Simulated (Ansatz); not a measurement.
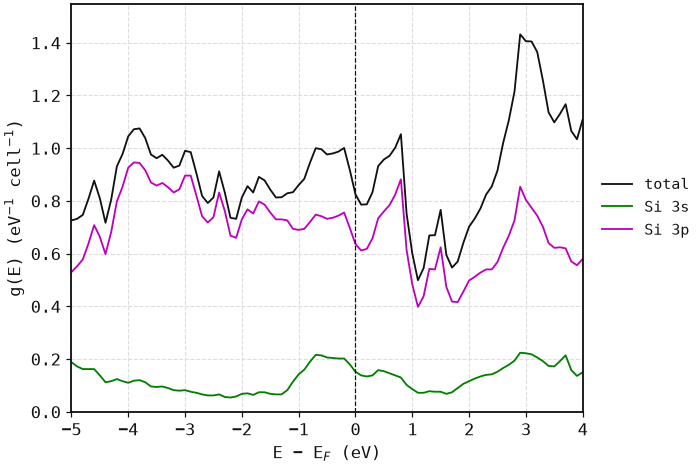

Density of states. Energies are counted from the Fermi level. The partial curves are projected on Löwdin-orthogonalised atomic shells.

The material is Si, space group P6/mmm (No. 191), 2 atoms in the cell.

Method: DFT PBE, scalar-relativistic, plane waves, PAW, no spin polarisation, 15×15×20 k mesh (Ansatz 0.2.0).

### What is the density of states at the Fermi level?

It is a metal. The density of states at the Fermi level is about 0.86 per eV and cell (mean within 0.25 eV), or 0.43 per atom.

### Where is the tallest peak in the window, and which states make it?

The tallest peak in the window is at 2.9 eV; by projected weight it is Si 3p (80 %) and Si 3s (20 %).

The structure is an invented one, so it need not be a known or stable phase.
